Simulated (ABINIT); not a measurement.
```
Ge
1.0
     5.23874    0.00000    0.00000
     0.00000    5.23874    0.00000
     0.00000    0.00000    5.23874
Ge
6
Direct
  0.00000 0.50000 0.00000
  0.50000 0.00000 0.50000
  0.00000 0.00000 0.50000
  0.50000 0.50000 0.00000
  0.50000 0.00000 0.00000
  0.00000 0.50000 0.50000
```

Space group Im-3m; a generated structure, not necessarily the stable one.

These are results of Kohn-Sham DFT of a periodic cell, PBE, JTH PAW PBE v2.0 in ABINIT, not measurements.

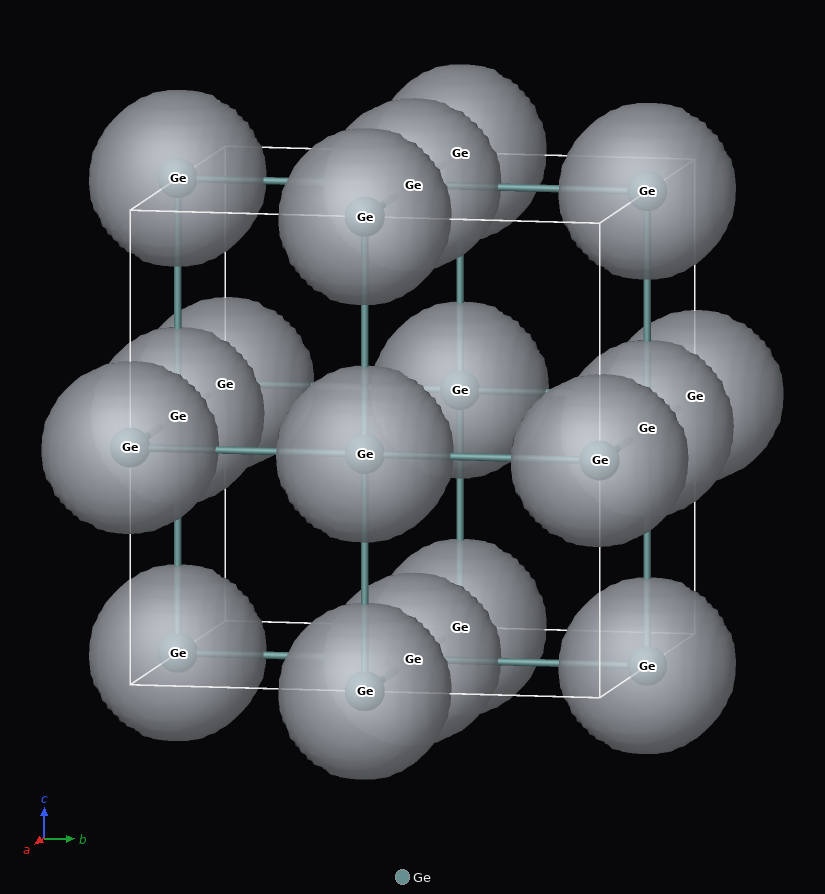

Ge. Isosurface of the valence pseudo-density at 0.6 e/Å³ (grey), seen slightly off an axis. Sticks mark near contacts.

In a PAW calculation such maps are meaningful between the atoms, not at the nuclei.

### Which contacts does the surface bridge?

At this value the density breaks into separate islands; it holds about 80 % of the electrons treated as valence. It bridges none of the near contacts. It is pinched off along the sampled Ge–Ge (2.62 Å) contacts. On the grid the lowest density along these lines, outside the cores, is 0.35 e/Å³ (Ge–Ge, 2.62 Å).
